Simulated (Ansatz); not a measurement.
Band-structure calculation, with input and output: TiSi$_{2}$

System: TiSi$_{2}$ (3 atoms in the cell).
Method: DFT PBE, scalar-relativistic, plane waves, PAW, no spin polarisation (Ansatz 0.2.0).

The structure was made by a generator, so it may or may not be a known phase.

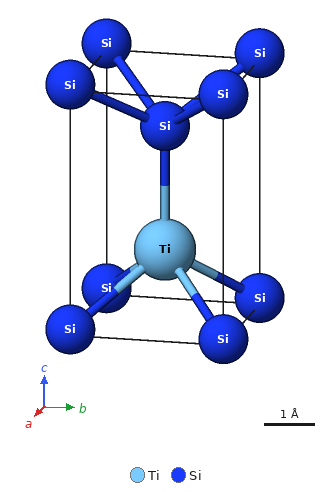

Figure 1. The input geometry (ball-and-stick view of the cell of the calculation, seen slightly off an axis). An atom can appear more than once, as a periodic image. Near neighbours in the periodic cell (some may lie outside the picture): Ti has 6 Si at 2.56 to 2.64 Å; Si has 4 Si at 2.57 Å and 2 Ti at 2.56 to 2.61 Å; Si has 4 Si at 2.57 Å and 4 Ti at 2.64 Å.

## The input
```yaml
crystal:
  lattice:
    - [3.2025350123, 0.0, 0.0]
    - [0.0, 3.2025350123, 0.0]
    - [0.0, 0.0, 5.1746802093]
  atoms:
    - { symbol: Ti, position: [0.5, 0.5, 0.2873728756] }
    - { symbol: Si, position: [0.5, 0.5, 0.7917788395] }
    - { symbol: Si, position: [0.0, 0.0, 0.0250582149] }
basis:
  ecutwfc: 420
kpoints:
  mp_grid: { grid: [14, 14, 10] }
  band_path:
    path:
      - [[0.0, 0.0, 0.0], [0.0, 0.5, 0.0], [0.5, 0.5, 0.0], [0.0, 0.0, 0.0], [0.0, 0.0, 0.5], [0.0, 0.5, 0.5], [0.5, 0.5, 0.5], [0.0, 0.0, 0.5]]
      - [[0.0, 0.5, 0.0], [0.0, 0.5, 0.5]]
      - [[0.5, 0.5, 0.0], [0.5, 0.5, 0.5]]
    npoints: 14
hamiltonian:
  xc: pbe
scf:
  occupations: { method: gaussian, width: 0.1 }
  n_extra_bands: 7
output:
  forces: true
  stress: true
  eigenvalues: true
  populations: true
  dos: { projected: true, de: 0.02, nscf_kmesh: { grid: [17, 17, 12] } }
  bader: true
  write_density: true
  write_potential: true
  elf: true
  volumetric_format: npy
```

Command:
```bash
ansatz run input.yaml --threads 1 --pin off --max-ram 2560MiB --backend cpu --events-out ev --progress --plain --runs-dir out
```

## Output
```
scf.n_extra_bands = 7 over 10 filled bands (N_el = 20.0): the run solves 17 bands
Engine: ansatz 0.2.0, aarch64-unknown-linux-gnu
Pseudopotentials: kind: paw
Pseudopotential: Ti, paw, valence charge 12, recommended cutoff 420 eV (normal), Ti.paw.azcp
Pseudopotential: Si, paw, valence charge 4, recommended cutoff 420 eV (normal), Si.paw.azcp
Functional definition: PBE
  parameter kappa = 0.804
  parameter beta = 0.06672455060314922
  exchange = pbe_x(kappa = kappa, mu = beta*pi^2/3)
  correlation = pbe_c(beta = beta)
Crystal: 3 atoms, lattice volume = 53.073 Å³
Basis set: ecut = 420 eV, 1041 PW (Γ), exchange–correlation on 48×48×72 points (8 copies of the dense FFT grid, shifted against one another)
Bands: 17, of which v1, the nominal top of the filled ones, is band 10 counted from 1 (9 counted from 0)
Symmetry: 8 space group operations
Space group: P4mm (ITA 99), of the structure as read, at distance tolerance 3.8e-5 Å
k-points: 216 of 1960 (time reversal used)
Non-local potential: Ti, projectors of the file, l = 0: 3, l = 1: 2, l = 2: 3, l = 3: 1
Non-local potential: Si, projectors of the file, l = 0: 2, l = 1: 2, l = 2: 2
PAW form: soft (Blöchl's): semilocal exchange-correlation on the pseudo side does not see the compensation charge
PAW one-centre angular grid: Ti, 590 points (default); XC on 64 Gauss nodes
PAW one-centre angular grid: Si, 110 points (default); XC on 64 Gauss nodes
Initial density: superposition of atomic densities (neutral atoms: chi_scale 0, normalization atom), corrected by the library's trained network
Initial wavefunctions: pseudopotential atomic-orbital guess
Functional: x = pbe(κ = 0.804, μ = 0.2195149727645171), c = pbe(β = 0.06672455060314922)
SCF iter   1: F=—  HF=-3770.754068 eV  |F-HF|=—  |Δ(HF+E_count)|=         —  Δρ=5.07e-3  dr2=5.22e-2  ethr=1.77e-3  ⟨swp⟩=5.1  Hψ=20658  notcnv=0  defer=3
preconditioner: auto → Kerker (q_TF=auto, 2.319 Å⁻¹)  [metal: Δε(μ)=0.006 eV  Ē_g=7.031 eV  σ=0.100 eV  W_gap=0.03  n_scr=14 (ndim 8)  ℏωp=17.7 eV  f_vac=0.000  D(μ)=2.73/eV (n_scr^D=28)]
SCF iter   2: F=—  HF=-3770.748479 eV  |F-HF|=—  |Δ(HF+E_count)|=   5.59e-3  Δρ=3.12e-3  dr2=2.15e-2  ethr=2.61e-4  ⟨swp⟩=1.0  Hψ=5400  notcnv=0  defer=3
SCF iter   3: F=—  HF=-3770.744904 eV  |F-HF|=—  |Δ(HF+E_count)|=   3.58e-3  Δρ=7.14e-4  dr2=4.63e-4  ethr=1.07e-4  ⟨swp⟩=2.2  Hψ=4190  notcnv=0  defer=3
SCF iter   4: F=—  HF=-3770.744875 eV  |F-HF|=—  |Δ(HF+E_count)|=   2.86e-5  Δρ=2.32e-4  dr2=6.53e-5  ethr=2.31e-6  ⟨swp⟩=2.0  Hψ=4040  notcnv=0  defer=3
SCF iter   5: F=—  HF=-3770.744872 eV  |F-HF|=—  |Δ(HF+E_count)|=   3.34e-6  Δρ=7.67e-5  dr2=9.54e-6  ethr=3.26e-7  ⟨swp⟩=1.8  Hψ=4181  notcnv=0  defer=3
SCF iter   6: F=—  HF=-3770.744871 eV  |F-HF|=—  |Δ(HF+E_count)|=   3.73e-7  Δρ=2.51e-5  dr2=6.93e-7  ethr=4.77e-8  ⟨swp⟩=2.5  Hψ=4316  notcnv=0  defer=3
SCF iter   7: F=-3770.744871 eV  HF=-3770.744871 eV  |F-HF|=7.52e-9  |Δ(HF+E_count)|=   1.00e-7  Δρ=3.71e-6  dr2=9.90e-9  ethr=5.00e-10  ⟨swp⟩=12.8  Hψ=24005  notcnv=0
SCF 1 converged in 7 iterations: F = -3770.744871 eV  dr2 = 9.90e-9
  greatest PAW one-centre occupation: 0.999 electrons in one spin orbital (limit 2), on the Ti atom at site 0 (counted from 0), in its partial waves of l = 0
```

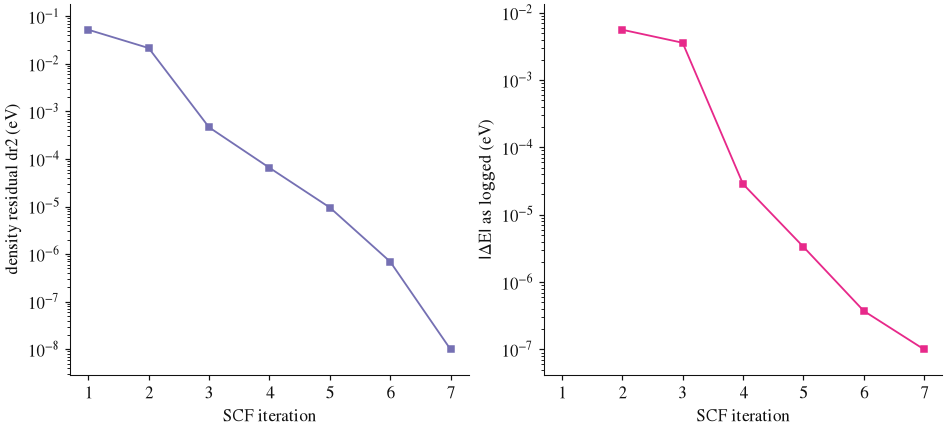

Figure 2. Convergence of the self-consistent field: density residual dr2 and size of the energy change against the SCF iteration. The residual falls at every step.

```
NSCF: frozen V_eff on 129 k-points
NSCF: frozen V_eff on 315 k-points
SCF converged after 7 iterations
Free energy (F): -3770.744871 eV
Harris-Foulkes:  -3770.744871 eV  (|F-HF|=7.52e-9)
Internal energy: -3770.730436 eV  (E = F + TS)
E sigma→0 (E₀):  -3770.737654 eV
Entropy (-TS):   -0.014435 eV (-4.812 meV/atom)
Fermi energy:    9.429306 eV
--- Per-component energies (eV) ---
  E_band       = -172.413874
  E_kinetic    = 353.912329
  E_local      = -1256.195385  (includes V_loc(G=0)·N_el)
  E_nonlocal   = 60.453663
  E_hartree    = 530.753792
  E_xc         = -208.598231
  E_vxc        = -216.407382  (∫ρ·V_xc dr)
  E_paw        = -2072.844692  (= ΣΔE_a)
  E_vpaw       = -175.683812  (= ΣTr[D̂ρ^β])
  E_aug_tail   = 0.000152  (compensation charges beyond the density's cutoff)
  E_ewald      = -1178.212065
  E_smearing   = -0.014435  (= −TS)
  E_closure    = -0.000000  (closes the sum)
  Σ components = -3770.744871   (vs F -3770.744871, Δ=0.00e0)
--- Forces (eV/Å), atoms counted from 1 ---
  atom   1  Ti    -0.00000000     0.00000000    -0.00076070
  atom   2  Si     0.00000000     0.00000000    -0.00014910
  atom   3  Si     0.00000000     0.00000000     0.00091289
  max |Σ_I F_I| component: 3.09e-6 eV/Å
--- Stress (GPa, compression-positive) ---
       -0.015740       0.000000       0.000000
        0.000000      -0.015740       0.000000
       -0.000000       0.000000      -0.028644
  P = ⅓ Tr σ = -0.0200 GPa (-0.200 kbar)
--- Band table (eV; the first three rows and the last of 216) ---
  k-point 0: bands = ["-47.4406", "-23.7717", "-23.6355", "-23.6355", "-2.6375", "3.6504", "6.0628", "8.5470", "9.1106", "9.1106", "10.0164", "11.3781", "11.4023", "11.4023", "14.0052", "14.0730", "17.1041"]
  k-point 1: bands = ["-47.4406", "-23.7719", "-23.6355", "-23.6355", "-2.6136", "3.4739", "6.2172", "8.5550", "9.0707", "9.0707", "10.1520", "11.3787", "11.4982", "11.4982", "13.8780", "14.0249", "16.9284"]
  k-point 2: bands = ["-47.4406", "-23.7724", "-23.6355", "-23.6355", "-2.5488", "3.0857", "6.5407", "8.5761", "8.9760", "8.9760", "10.5473", "11.3801", "11.7519", "11.7519", "13.5691", "13.9031", "16.5026"]
  k-point 215: bands = ["-47.4150", "-23.7651", "-23.7651", "-23.7398", "3.4981", "4.0219", "4.1984", "4.1984", "7.5388", "7.5691", "9.8728", "9.8728", "10.9457", "10.9457", "12.1911", "13.6202", "14.2609"]
--- Löwdin populations: 3 sites ---
  site symbol       q [e]
     0     Ti     11.4614
     1     Si      4.1158
     2     Si      4.2245
  spilling = 0.009912 (of n_electrons = 20.000000)
--- Bader charges: 3 sites ---
  site symbol  charge [e]  shift [e]
     0     Ti      1.0697     0.0059
     1     Si     -0.3756     0.0009
     2     Si     -0.6941     0.0050
  estimated error of the sums over rays = 5.7e-4 e
```

## File bader_charges.tsv
```
# site	symbol	x_ang	y_ang	z_ang	partial_charge_e	electrons	volume_ang3	relative_density_drop	shared_charge_e	partial_wave_shift_e
# quadrature_error_electrons = 5.7e-4
0	Ti	1.6013	1.6013	1.4871	1.06974	20.93026	13.62	-	1.06974	0.00595
1	Si	1.6013	1.6013	4.0972	-0.37564	14.37564	20.47	-	-0.37564	0.00094
2	Si	0.0000	0.0000	0.1297	-0.69410	14.69410	18.99	-	-0.69410	0.00500
```

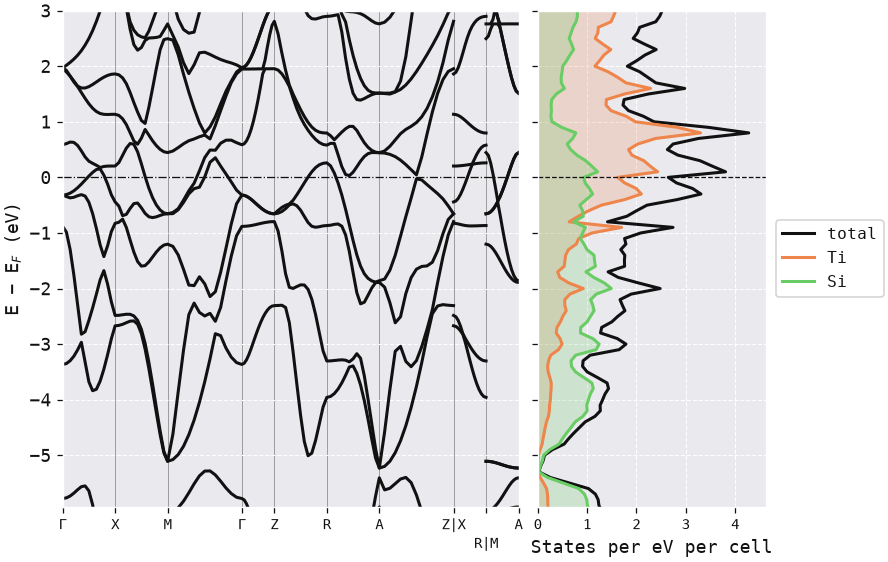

Figure 3. Band structure along Γ–X–M–Γ–Z–R–A–Z|X–R|M–A and density of states (projected on Löwdin-orthogonalised atomic shells), with energies from the Fermi level. Bands cross the Fermi level: a metal at this level of theory.

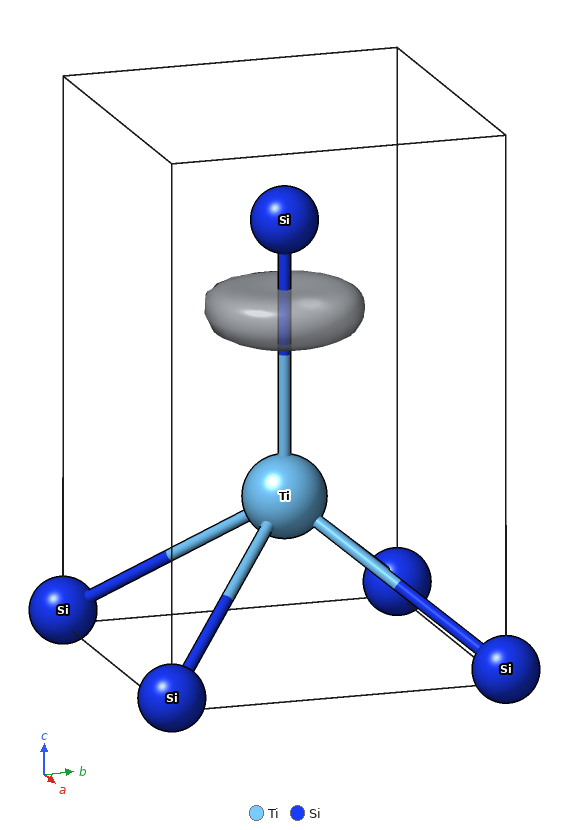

Figure 4. Isosurface of the electron localisation function at 0.85 (grey), seen slightly off an axis. Only the valence region is drawn (cores and ρ < 0.01 e/Å³ removed). Sticks mark near contacts. The outline is the cell set on symmetry axes. Along the contacts the grid gives the following. Ti–Si (2.56 Å): the ELF is about 0.40 at the midpoint. Si–Si (2.57 Å): the ELF peaks at about 0.75 between the atoms (a shared electron pair). In a PAW calculation such maps are meaningful between the atoms, not at the nuclei.

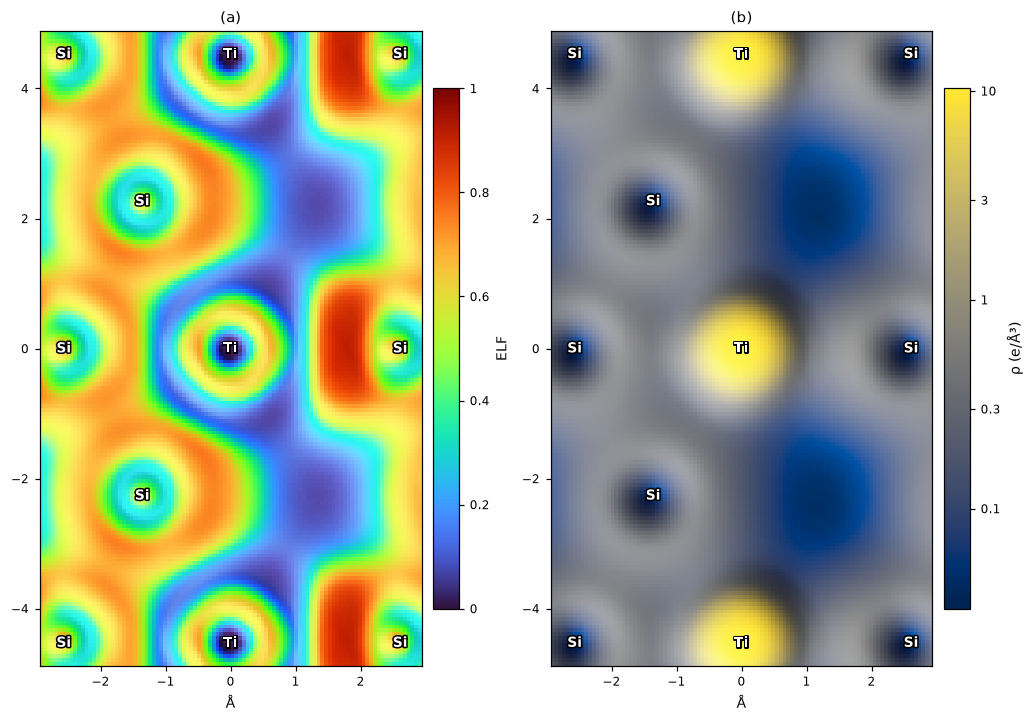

Figure 5. (a) ELF; (b) valence pseudo-density on the (110) plane of the conventional cell. Atoms in the plane: Ti and Si. Ti–Si (2.56 Å): ρ is about 0.34 e/Å³ halfway; the ELF is about 0.40 at the midpoint. Si–Si (2.57 Å): the density is about 0.37 e/Å³ at the midpoint, a local maximum along the line; the ELF peaks at about 0.75 between the atoms, as expected for localised, shared-pair bonding. Ti–Si (2.61 Å): ρ is about 0.34 e/Å³ halfway; the ELF is about 0.65 at the midpoint. Away from the nuclei the density in this plane falls to 0.03 e/Å³ at its lowest. The strong features right at Ti lie inside the PAW spheres (semicore, d or f shells) and say nothing about bonding.

## Summary

- outcome: converged
- space group (tolerance 0.01 Å): P4mm (99)
- electrons treated: 20
- free energy: −3770.7449 eV
- Fermi energy: 9.429 eV
- gap on the k-point mesh: none (metallic)
- pressure: −0.02 GPa
- largest force (length of the vector): 0.001 eV/Å
- hardware: 1 thread of Arm Neoverse V1, 24 GiB of memory available, shared host
- wall time: 81 s
- peak memory: 0.47 GiB
